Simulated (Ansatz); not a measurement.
# Al2Ni: from a guess to a relaxed structure, part 2 of 2

The task: take a trial cell of Al2Ni to zero force and stress.

Ansatz 0.2.0; DFT PBE, scalar-relativistic, plane waves, PAW. The steps go on from the part before.

## (4) Full relaxation

The end of the coarse run is made exact in the group found at a tolerance of 0.06 Å and reduced to its primitive cell. The moments had died out, so spin is switched off.

input.yaml reads:

```yaml
crystal:
  lattice:
    - [2.8259734707, 0.0, 0.0]
    - [-1.4129867353, 2.447364816, 0.0]
    - [0.0, 0.0, 6.0310115926]
  atoms:
    - { symbol: Al, position: [0.3333333333, 0.6666666667, 0.1897942534] }
    - { symbol: Al, position: [0.6666666667, 0.3333333333, 0.8102057466] }
    - { symbol: Ni, position: [0.0, 0.0, 0.5] }
basis:
  ecutwfc: 420
kpoints:
  mp_grid: { grid: [18, 18, 8] }
hamiltonian:
  xc: pbe
scf:
  occupations: { method: gaussian, width: 0.1 }
output:
  forces: true
  stress: true
  eigenvalues: true
  write_density: true
  write_potential: true
  elf: true
  volumetric_format: npy
relax:
  adjacent_minimum: "off"
  f_tol: 0.01
  max_steps: 80
  cell: { stress_tol: 0.05 }
```

Started as:

```console
$ ansatz run input.yaml --threads 1 --pin off --max-ram 2560MiB --backend cpu --events-out ev --progress --plain --runs-dir out
```

The log of the run, cut to the lines that bear on the results:

```text
Warning: RAYON_NUM_THREADS=1 ignored (pool sized by the plan → 1); use --threads N
[...]
Pseudopotentials: kind: paw
Pseudopotential: Al, paw, valence charge 3, recommended cutoff 420 eV (normal), Al.paw.azcp
Pseudopotential: Ni, paw, valence charge 18, recommended cutoff 420 eV (normal), Ni.paw.azcp
Functional definition: PBE
[...]
Crystal: 3 atoms, lattice volume = 41.712 Å³
Basis set: ecut = 420 eV, 813 PW (Γ), exchange–correlation on 40×40×90 points (8 copies of the dense FFT grid, shifted against one another)
Bands: 16, of which v1, the nominal top of the filled ones, is band 12 counted from 1 (11 counted from 0)
Symmetry: 12 space group operations
Space group: P-3m1 (ITA 164), of the structure as read, at distance tolerance 3.5e-5 Å
k-points: 266 of 2592
[...]
SCF iter   1: F=—  HF=-6915.640193 eV  |F-HF|=—  |Δ(HF+E_count)|=         —  Δρ=8.00e-3  dr2=2.00e-2  ethr=1.77e-3  ⟨swp⟩=5.3  Hψ=21871  notcnv=0
[...]
        0.000000       0.000000      -0.000644
  P = ⅓ Tr σ = -0.0051 GPa (-0.051 kbar)
--- Band table (eV; the first three rows and the last of 266) ---
  k-point 0: bands = ["-92.2356", "-52.8621", "-52.5084", "-52.5084", "0.0351", "3.6041", "4.6352", "8.4237", "9.1546", "9.1546", "9.4790", "9.4790", "15.1947", "17.5716", "22.7044", "22.7044"]
[...]
--- Relaxed structure (4 steps of the walk, 4 accepted, 1 SCFs on fresh bases) ---
  F+E_penalty+E_count = -6915.64586036 eV   max|allowed force component| = 9.896e-5 eV/Å   (the final SCF, on the basis selected at the relaxed cell)
  cell:  # Å, volume = 41.6589 Å³
    - [2.8091209449233157, -2.869542380599815e-11, 5.122350405118819e-30]
    - [-1.404560472436807, 2.4327701006208864, -1.0233208834531926e-29]
    - [1.0936732190645335e-29, -1.8903420601681693e-29, 6.0958829458478085]
  atoms:
    - { symbol: Al, position: [0.33333333333333326, 0.6666666666666666, 0.1923026746673919] }
    - { symbol: Al, position: [0.6666666666666665, 0.33333333333333326, 0.8076973253326081] }
    - { symbol: Ni, position: [-2.5057066437354626e-35, 7.104322667270169e-35, 0.49999999999999994] }
```

Wall time 57 s (1 thread of Arm Neoverse V1, shared host); peak memory 0.46 GiB.

The steps of the relaxation:

| step | energy from step 1 (eV/cell) | largest force component (eV/Å) | pressure (GPa) | volume (Å³) |
| --- | --- | --- | --- | --- |
| 1 | 0.0000 | 0.1838 | -0.12 | 41.71 |
| 2 | -0.0067 | 0.0537 | -0.32 | 41.79 |
| 3 | -0.0074 | 0.0018 | -0.10 | 41.70 |
| 4 | -0.0075 | 0.0001 | 0.00 | 41.66 |
| 5 | -0.0074 | 0.0001 | -0.01 | 41.66 |

Step 1 is the start. Step 5 repeats the geometry before it on a plane-wave basis chosen anew for that cell, so its energy need not be comparable with the rows above.

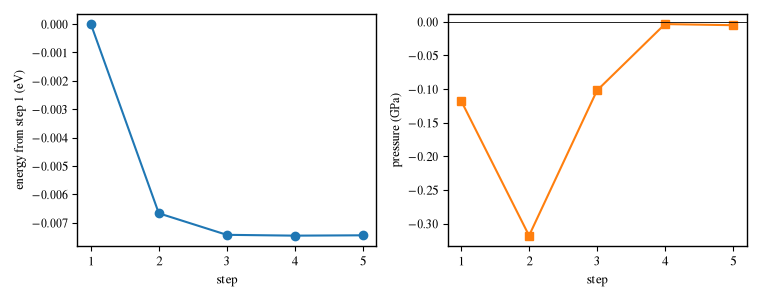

Energy and pressure along the relaxation.

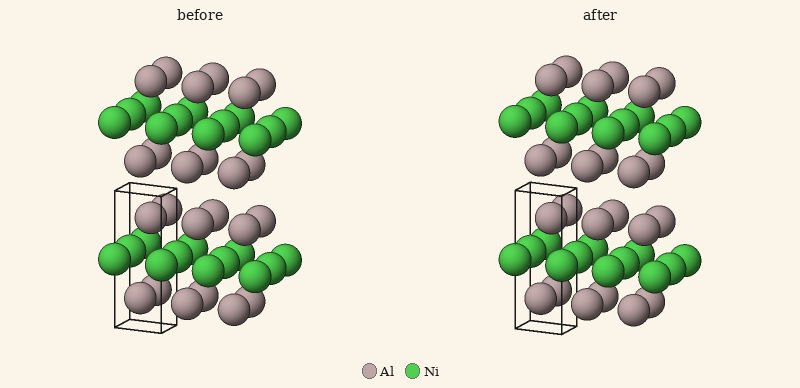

Before and after, at one scale. The change is too small to see at this scale.

|  | before | after | change |
| --- | --- | --- | --- |
| a (Å) | 2.826 | 2.809 | -0.6 % |
| b (Å) | 2.826 | 2.809 | -0.6 % |
| c (Å) | 6.031 | 6.096 | +1.1 % |
| volume (Å³/atom) | 13.90 | 13.89 | -0.1 % |
| shortest distance (Å) | 2.482 | 2.480 | -0.1 % |
| space group (0.01 Å) | P-3m1 | P-3m1 | same |

The run keeps the 12 symmetry operations of the start, so it could not have lowered the symmetry.

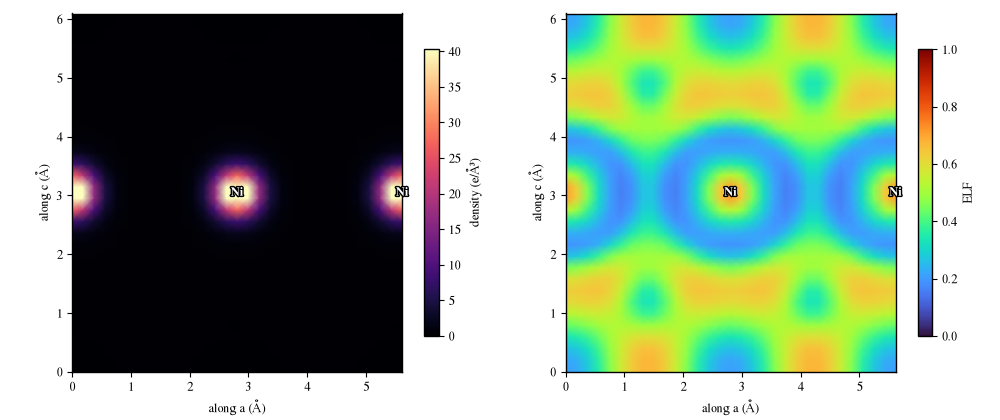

Density (left) and ELF (right) in a lattice plane of the grid's cell (edges 2.81 and 6.10 Å, at 0.000 of the third edge), which holds Ni. Only atoms in the plane are labelled; the density scale stops at 40.28 e/Å³. Both are smooth fields of the valence electrons: close to the nuclei they are not physical.

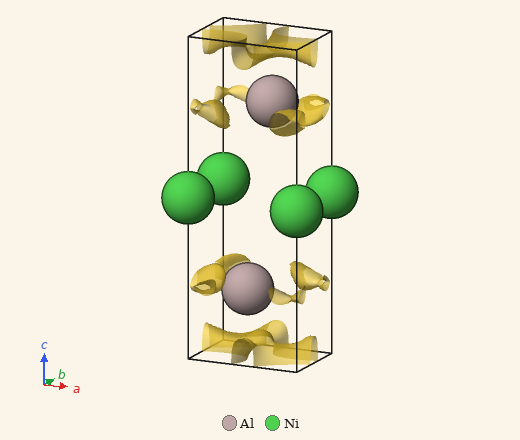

Surface of ELF = 0.63, drawn in one cell.

The highest ELF values outside the cores: 0.71 beside Al, off the lines to its neighbours, 1.2 Å from Al; 0.69 on the Al–Al line, 1.2 Å from Al.

## (5) Changed: ecutwfc 36.7 Ry, pseudopotentials.kind nc, pseudopotentials.accuracy standard

input.yaml reads:

```yaml
crystal:
  lattice:
    - [2.8091209449, 0.0, 0.0]
    - [-1.4045604724, 2.4327701006, 0.0]
    - [0.0, 0.0, 6.0958829458]
  atoms:
    - { symbol: Al, position: [0.3333333333, 0.6666666667, 0.1923026747] }
    - { symbol: Al, position: [0.6666666667, 0.3333333333, 0.8076973253] }
    - { symbol: Ni, position: [0.0, 0.0, 0.5] }
basis:
  ecutwfc: "36.7 Ry"
kpoints:
  mp_grid: { grid: [18, 18, 8] }
hamiltonian:
  xc: pbe
  pseudopotentials: { kind: nc, accuracy: standard }
scf:
  occupations: { method: gaussian, width: 0.1 }
output:
  forces: true
  eigenvalues: true
  stress: true
```

Started as:

```console
$ ansatz run input.yaml --threads 1 --pin off --max-ram 2560MiB --backend cpu --events-out ev --progress --plain --runs-dir out
```

The log of the run, cut to the lines that bear on the results:

```text
Warning: basis.ecutwfc = 499.3289376138798 eV is below the records' recommended 1333.357926 eV, and the density's cutoff is lower with it unless basis.ecutrho_ratio is high enough to keep the records' density cutoff: compare with a run at a higher cutoff
Warning: RAYON_NUM_THREADS=1 ignored (pool sized by the plan → 1); use --threads N
[...]
Pseudopotentials: kind: nc
Pseudopotential: Al, nc, valence charge 3, recommended cutoff 544.227725 eV (normal), Al.nc.azcp (PseudoDojo's, or run here from an input of PseudoDojo's; its table is named by hamiltonian.pseudopotentials.accuracy)
Pseudopotential: Ni, nc, valence charge 18, recommended cutoff 1333.357926 eV (normal), Ni.nc.azcp (PseudoDojo's, or run here from an input of PseudoDojo's; its table is named by hamiltonian.pseudopotentials.accuracy)
[... 1 set-up line as earlier in the session ...]
[...]
Crystal: 3 atoms, lattice volume = 41.659 Å³
Basis set: ecut = 499.3289376138798 eV, 1043 PW (Γ), exchange–correlation on 48×48×90 points (8 copies of the dense FFT grid, shifted against one another)
[...]
k-points: 266 of 2592
[...]
SCF iter   1: F=—  HF=-4626.474846 eV  |F-HF|=—  |Δ(HF+E_count)|=         —  Δρ=7.14e-1  dr2=1.77e2  ethr=3.10e-3  ⟨swp⟩=5.2  Hψ=23508  notcnv=0
[...]
SCF iter  12: F=-4599.675224 eV  HF=-4599.675224 eV  |F-HF|=2.55e-11  |Δ(HF+E_count)|=   3.58e-9  Δρ=4.46e-6  dr2=1.48e-9  ethr=5.59e-11  ⟨swp⟩=2.0  Hψ=13190  notcnv=0
[...]
SCF converged after 12 iterations
Free energy (F): -4599.675224 eV
[...]
E sigma→0 (E₀):  -4599.672152 eV
Entropy (-TS):   -0.006143 eV (-2.048 meV/atom)
Fermi energy:    11.084577 eV
[...]
--- Forces (eV/Å), atoms counted from 1 ---
  atom   1  Al     0.00000000    -0.00000000     0.86990642
  atom   2  Al    -0.00000000     0.00000000    -0.86990642
  atom   3  Ni    -0.00000000    -0.00000000     0.00000000
[...]
--- Stress (GPa, compression-positive) ---
      -14.267364      -0.000000      -0.000000
       -0.000000     -14.267364       0.000000
       -0.000000       0.000000     -14.909721
  P = ⅓ Tr σ = -14.4815 GPa (-144.815 kbar)
--- Band table (eV; the first three rows and the last of 266) ---
  k-point 0: bands = ["-108.6656", "-61.5239", "-61.5181", "-61.5181", "0.1870", "3.9207", "4.5790", "8.6320", "9.1983", "9.1983", "9.9381", "9.9381", "15.4801", "18.1129", "23.0076", "23.0076"]
[...]
```

It took 18 s on 1 thread of Arm Neoverse V1, shared host; peak memory 0.38 GiB.

| run | ending | energy change | pressure (GPa) | gap (eV) | force (eV/Å) | cycles | time |
| --- | --- | --- | --- | --- | --- | --- | --- |
| step 4 | converged | - | 0.0 | 0.00 | 0.00 | - | 57 s |
| variant | converged | not comparable | -14.5 | 0.00 | 0.87 | 12 | 18 s |

A change of potentials puts the total energy on another scale; the pressure goes from 0.0 to -14.5 GPa and the largest force goes from 0.00 to 0.87 eV/Å. The cutoff changed too. The cutoff is under what these potentials recommend, as the log warns, so basis error is mixed in.

## (6) What came out

What follows sums up all 2 parts. Changes of volume or cell count from the first structure of part 1.

```
                              quantity                                                                       value
symmetry at the end (tolerance 0.05 Å)                                                 space group P-3m1 (No. 164)
                     conventional cell  a = 2.809 Å, b = 2.809 Å, c = 6.096 Å, α = 90.00°, β = 90.00°, γ = 120.00°
                                volume                                                               13.89 Å³/atom
              energy over the elements                                                               -0.30 eV/atom
                       gap on the mesh                                                                none (metal)
```

In words: The space group P-3m1 (No. 164) is kept, and the volume per atom grows by 19.8 % from the first guess. A negative formation energy is needed for stability but isn't enough; other structures and compounds were not set against it here. No finished test with a distortion of lower symmetry is shown, so the end may be a saddle point. A spin-polarised run here lost its starting moments, which speaks against magnetism, though one start doesn't rule it out. Other magnetic orders were not searched.
